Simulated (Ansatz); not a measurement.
## Electronic structure of SiC$_{3}$ in real space

Input file:

```
crystal:
  lattice:
    - [3.5756969826, 0.0, 0.0]
    - [0.0, 3.5756969826, 0.0]
    - [0.0, 0.0, 3.4043470061]
  atoms:
    - { symbol: Si, position: [0.0, 0.0, 0.5] }
    - { symbol: C, position: [0.0, 0.0, 0.0] }
    - { symbol: C, position: [0.5, 0.5, 0.6987638] }
    - { symbol: C, position: [0.5, 0.5, 0.3012362] }
basis:
  ecutwfc: 420
kpoints:
  mp_grid: { grid: [14, 14, 14] }
hamiltonian:
  xc: pbe
scf:
  occupations: { method: gaussian, width: 0.1 }
output:
  forces: true
  stress: true
  eigenvalues: true
  write_density: true
  write_potential: true
  elf: true
  volumetric_format: npy
relax:
  adjacent_minimum: "off"
  f_tol: 0.01
  max_steps: 80
  cell: { stress_tol: 0.05 }
```

Launched as:

```sh
ansatz run input.yaml --threads 1 --pin off --max-ram 2560MiB --backend cpu --events-out ev --progress --plain --runs-dir out
```

Below, planes, directions and counts refer to the conventional cell (a = 5.61 Å, b = 5.61 Å, c = 3.06 Å, α = 90.00°, β = 90.00°, γ = 90.00°).

The fields are those of the relaxed geometry.

Space group P4/mmm; a structure generated by program, which may or may not match a known phase.

Level of theory: DFT PBE, scalar-relativistic, plane waves, PAW (Ansatz 0.2.0).

Core electrons are frozen (PAW), and the valence fields are smoothed inside the atomic spheres.

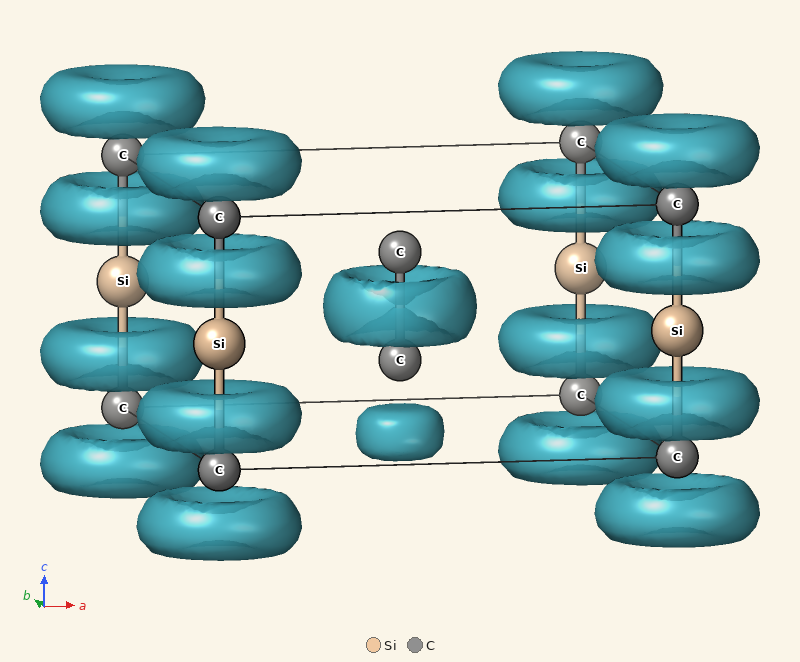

Figure 1. Isosurface of the electron localisation function at 0.8 (cyan), seen slightly off an axis. Core shells and regions of very low density are left out. Sticks mark near contacts.

> Where are the electrons localised?

The surface consists of two regions between bonded C–C atoms (shared pairs) and two regions between bonded C–Si atoms (shared pairs), counted in one cell of 4 atoms. Regions shared between cells count once. Along the contacts the grid gives the following. C–C (1.30 Å): the ELF peaks at about 0.80 between the atoms (inside overlapping PAW spheres, so only a guide); a short, multiple covalent bond. Si–C (1.53 Å): the ELF peaks at about 0.85 between the atoms; a covalent bond.

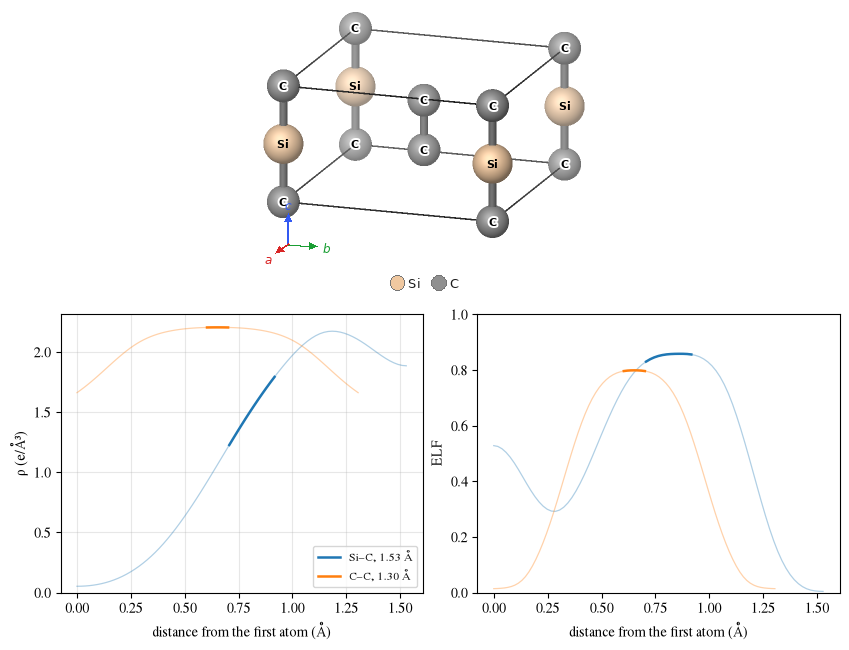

Figure 2. Valence pseudo-density and electron localisation function along straight lines between neighbouring atoms. Thin, pale parts lie inside the atomic spheres. The structure is drawn too.

> What can be read from the curves?

Si–C (1.53 Å): ρ at the midpoint is about 1.4 e/Å³; the ELF peaks at about 0.85 between the atoms: localised, covalent bonding.
C–C (1.30 Å): the density is about 2.2 e/Å³ at the midpoint; the ELF peaks at about 0.80 between the atoms (inside overlapping PAW spheres, so only a guide) (a short, multiple covalent bond).

> Does the calculation make it a metal, or give it a gap?

It is gapped, with a Kohn–Sham gap of 1.1 eV on the k-point mesh, an upper bound to the gap of this method.
